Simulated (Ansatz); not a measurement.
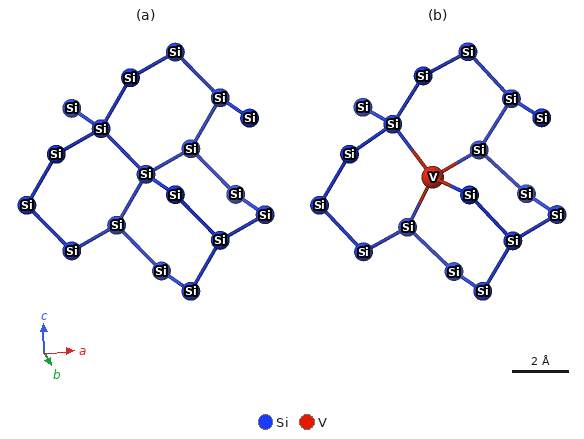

Left: perfect Si. Right: the same region with one point defect, after relaxing the atoms in a supercell of 64 sites. The picture is a ball-and-stick view of the atoms within 4.6 Å of one point, in a slice 4.2 Å thick across the line of sight, seen from a free direction.

The calculation used DFT, PBEsol, PAW, plane waves in Ansatz. (plane-wave cutoff 420 eV; k-point mesh 1 × 1 × 1; mesh shifted by (0.25, 0.25, 0.25); collinear spin) Fermi-Dirac smearing of 0.01 eV. The axes drawn are those of the host's conventional cell.

### What kind of defect was made?

A silicon atom is replaced by vanadium.

The charge state of the cell is 0.

### What does the relaxation do around it?

In the host the Si atom has 4 Si at 2.35 Å; the V atom ends with 4 Si at 2.39 to 2.46 Å. Of the host's atoms, a silicon atom moves furthest from its site, by 0.17 Å. The V atom itself moves 0.28 Å from where it was put. The cell's net moment is 1.00 μB.
